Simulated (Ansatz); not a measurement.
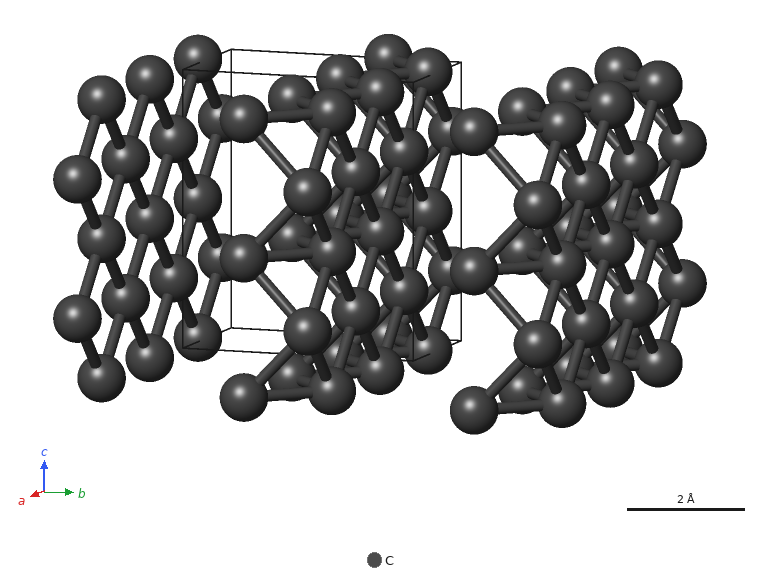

Figure 1. The input geometry (ball-and-stick view of the cell of the calculation, repeated 3 × 2 × 1, seen slightly off an axis). An atom can appear more than once, as a periodic image. Near neighbours in the periodic cell (some may lie outside the picture): C has 4 C at 1.68 Å; C has 6 C at 1.68 to 1.71 Å.

## Single-point calculation of C

System: C (6 atoms in the cell).
Method: DFT PBE, scalar-relativistic, plane waves, PAW, no spin polarisation (Ansatz 0.2.0).

The structure was made by a generator, so it may or may not be a known phase. Figures and captions count atoms from 1; the log counts them from 0 in places.

Log
```
Engine: ansatz 0.2.0, aarch64-unknown-linux-gnu
Pseudopotentials: kind: paw
Pseudopotential: C, paw, valence charge 4, recommended cutoff 420 eV (normal), C.paw.azcp
Functional definition: PBE
  parameter kappa = 0.804
  parameter beta = 0.06672455060314922
  exchange = pbe_x(kappa = kappa, mu = beta*pi^2/3)
  correlation = pbe_c(beta = beta)
Crystal: 6 atoms, lattice volume = 49.505 Å³
Basis set: ecut = 420 eV, 959 PW (Γ), exchange–correlation on 36×60×72 points (8 copies of the dense FFT grid, shifted against one another)
Bands: 18, of which v1, the nominal top of the filled ones, is band 12 counted from 1 (11 counted from 0)
Symmetry: 8 space group operations
Space group: P4mm (ITA 99), of the structure as read, at distance tolerance 3.7e-5 Å
k-points: 60 of 192 (time reversal used)
Non-local potential: C, projectors of the file, l = 0: 2, l = 1: 2, l = 2: 1
PAW form: soft (Blöchl's): semilocal exchange-correlation on the pseudo side does not see the compensation charge
PAW one-centre angular grid: C, 110 points (default); XC on 64 Gauss nodes
Initial density: superposition of atomic densities (neutral atoms: chi_scale 0, normalization atom), corrected by the library's trained network
Initial wavefunctions: pseudopotential atomic-orbital guess
Functional: x = pbe(κ = 0.804, μ = 0.2195149727645171), c = pbe(β = 0.06672455060314922)
SCF iter   1: F=—  HF=-1487.553330 eV  |F-HF|=—  |Δ(HF+E_count)|=         —  Δρ=3.16e-2  dr2=5.82e-1  ethr=1.77e-3  ⟨swp⟩=4.8  Hψ=5405  notcnv=0
preconditioner: auto → LDOS  [metal: Δε(μ)=0.006 eV  Ē_g=12.876 eV  σ=0.200 eV  W_gap=0.02  n_scr=8 (ndim 8)  ℏωp=25.9 eV  f_vac=0.021  D(μ)=3.98/eV (n_scr^D=42)  β→1.0]
SCF iter   2: F=—  HF=-1487.394145 eV  |F-HF|=—  |Δ(HF+E_count)|=   1.59e-1  Δρ=1.65e-2  dr2=1.44e-1  ethr=1.77e-3  ⟨swp⟩=2.2  Hψ=2377  notcnv=0  defer=69
SCF iter   3: F=—  HF=-1487.382993 eV  |F-HF|=—  |Δ(HF+E_count)|=   1.12e-2  Δρ=5.36e-3  dr2=3.36e-2  ethr=5.98e-4  ⟨swp⟩=2.6  Hψ=1780  notcnv=0  defer=69
SCF iter   4: F=—  HF=-1487.377243 eV  |F-HF|=—  |Δ(HF+E_count)|=   5.75e-3  Δρ=3.54e-3  dr2=7.18e-3  ethr=1.40e-4  ⟨swp⟩=2.5  Hψ=1604  notcnv=0  defer=69
SCF iter   5: F=—  HF=-1487.375739 eV  |F-HF|=—  |Δ(HF+E_count)|=   1.50e-3  Δρ=6.48e-4  dr2=2.11e-4  ethr=2.99e-5  ⟨swp⟩=2.0  Hψ=1263  notcnv=0  defer=69
SCF iter   6: F=—  HF=-1487.375731 eV  |F-HF|=—  |Δ(HF+E_count)|=   7.96e-6  Δρ=1.43e-4  dr2=1.33e-5  ethr=8.81e-7  ⟨swp⟩=2.4  Hψ=1582  notcnv=0  defer=69
SCF iter   7: F=—  HF=-1487.375715 eV  |F-HF|=—  |Δ(HF+E_count)|=   1.57e-5  Δρ=2.11e-5  dr2=3.38e-7  ethr=5.53e-8  ⟨swp⟩=2.5  Hψ=1631  notcnv=0  defer=69
SCF iter   8: F=-1487.375715 eV  HF=-1487.375715 eV  |F-HF|=1.58e-9  |Δ(HF+E_count)|=   6.52e-8  Δρ=4.12e-6  dr2=7.50e-9  ethr=4.17e-10  ⟨swp⟩=9.7  Hψ=5381  notcnv=0
SCF 1 converged in 8 iterations: F = -1487.375715 eV  dr2 = 7.50e-9
  greatest PAW one-centre occupation: 0.718 electrons in one spin orbital (limit 2), on the C atom at site 1 (counted from 0), in its partial waves of l = 0
SCF converged after 8 iterations
Free energy (F): -1487.375715 eV
Harris-Foulkes:  -1487.375715 eV  (|F-HF|=1.58e-9)
Internal energy: -1487.297338 eV  (E = F + TS)
E sigma→0 (E₀):  -1487.336527 eV
Entropy (-TS):   -0.078377 eV (-13.063 meV/atom)
Fermi energy:    7.366012 eV
--- Per-component energies (eV) ---
  E_band       = -20.231821
  E_kinetic    = 515.639699
  E_local      = -856.923595  (includes V_loc(G=0)·N_el)
  E_nonlocal   = 163.228312
  E_hartree    = 271.103703
  E_xc         = -283.940050
  E_vxc        = -351.605186  (∫ρ·V_xc dr)
  E_paw        = -589.652487  (= ΣΔE_a)
  E_vpaw       = -32.776287  (= ΣTr[D̂ρ^β])
  E_aug_tail   = 0.000034  (compensation charges beyond the density's cutoff)
  E_ewald      = -706.752955
  E_smearing   = -0.078377  (= −TS)
  E_closure    = -0.000000  (closes the sum)
  Σ components = -1487.375715   (vs F -1487.375715, Δ=0.00e0)
--- Forces (eV/Å), atoms counted from 1 ---
  atom   1  C      0.00000000     0.00000000    -0.24154689
  atom   2  C      0.00000000     0.00000000    -0.24154689
  atom   3  C      0.00000000    -0.00000000     0.12076903
  atom   4  C      0.00000000    -0.00000000     0.12076903
  atom   5  C     -0.00000000     0.00000000     0.12076960
  atom   6  C     -0.00000000     0.00000000     0.12076960
  max |Σ_I F_I| component: 1.65e-5 eV/Å
--- Stress (GPa, compression-positive) ---
        2.334030       0.000000      -0.000000
        0.000000       2.333928       0.000000
       -0.000000       0.000000      -3.429496
  P = ⅓ Tr σ = 0.4128 GPa (4.128 kbar)
--- Band table (eV; the first three rows and the last of 60) ---
  k-point 0: bands = ["-14.5039", "-10.6854", "-8.0907", "-3.0630", "1.3100", "1.7547", "1.7547", "2.2705", "2.9356", "5.6479", "6.2960", "8.9521", "9.3417", "11.3069", "12.4181", "12.4181", "13.2643", "13.4231"]
  k-point 1: bands = ["-14.1997", "-11.8804", "-6.3469", "-2.7934", "-0.2677", "0.0133", "2.0878", "3.2604", "4.1325", "4.5355", "5.7132", "9.4020", "10.3387", "11.4674", "12.1670", "12.4067", "12.9302", "14.3792"]
  k-point 2: bands = ["-13.2997", "-13.2997", "-3.4283", "-3.4283", "-1.6348", "-1.6348", "3.0595", "3.0595", "4.0790", "4.0790", "7.2517", "7.2517", "11.8410", "11.8410", "11.9903", "11.9903", "14.0690", "14.0690"]
  k-point 59: bands = ["-9.5368", "-9.5368", "-6.8003", "-6.8003", "0.4678", "0.4678", "1.3458", "1.3458", "1.9261", "1.9261", "4.9728", "4.9728", "8.0866", "8.0866", "12.6509", "12.6509", "14.7078", "14.7078"]
```

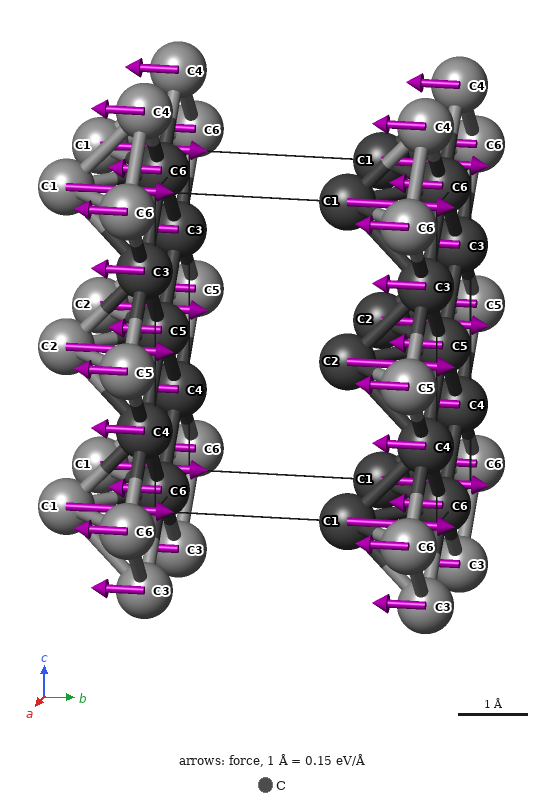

Figure 2. Forces on the atoms as pink arrows (ball-and-stick view of the cell of the calculation, seen slightly off an axis; neighbours outside the cell are drawn fainter; atoms are numbered from 1 in the order of the input). The largest act on C1, C2 (0.24 eV/Å); C3, C4, C5, C6 (0.12 eV/Å). The geometry is not a stationary point of this energy.

This output came from the following input.

Input
```yaml
crystal:
  lattice:
    - [-2.4237154696, 0.0, 0.0]
    - [0.0, 0.0, -4.2136158721]
    - [0.0, -4.8474309392, 0.0]
  atoms:
    - { symbol: C, position: [0.0, 0.6838556956, 0.0] }
    - { symbol: C, position: [1.0, 0.6838556956, 0.5] }
    - { symbol: C, position: [1.0, 0.9608546922, 0.75] }
    - { symbol: C, position: [1.0, 0.9608546922, 0.25] }
    - { symbol: C, position: [0.5, 0.9608546922, 0.5] }
    - { symbol: C, position: [0.5, 0.9608546922, 0.0] }
basis:
  ecutwfc: 420
kpoints:
  mp_grid: { grid: [8, 6, 4] }
hamiltonian:
  xc: pbe
scf:
  occupations: { method: gaussian, width: 0.2 }
  lower_state_search: "off"
output:
  forces: true
  stress: true
  eigenvalues: true
```

Run as:
```bash
ansatz run input.yaml --threads 1 --pin off --max-ram 2560MiB --backend cpu --events-out ev --progress --plain --runs-dir out
```

Key numbers

| quantity | value |
| --- | --- |
| outcome | converged |
| space group (tolerance 0.01 Å) | P4mm (99) |
| electrons treated | 24 |
| free energy | −1487.3757 eV |
| Fermi energy | 7.366 eV |
| gap on the k-point mesh | none (metallic) |
| pressure | 0.41 GPa |
| largest force (length of the vector) | 0.242 eV/Å |
| hardware | 1 thread of Arm Neoverse V2, 128 GiB of memory available, shared host |
| wall time | 5.9 s |
| peak memory | 0.32 GiB |
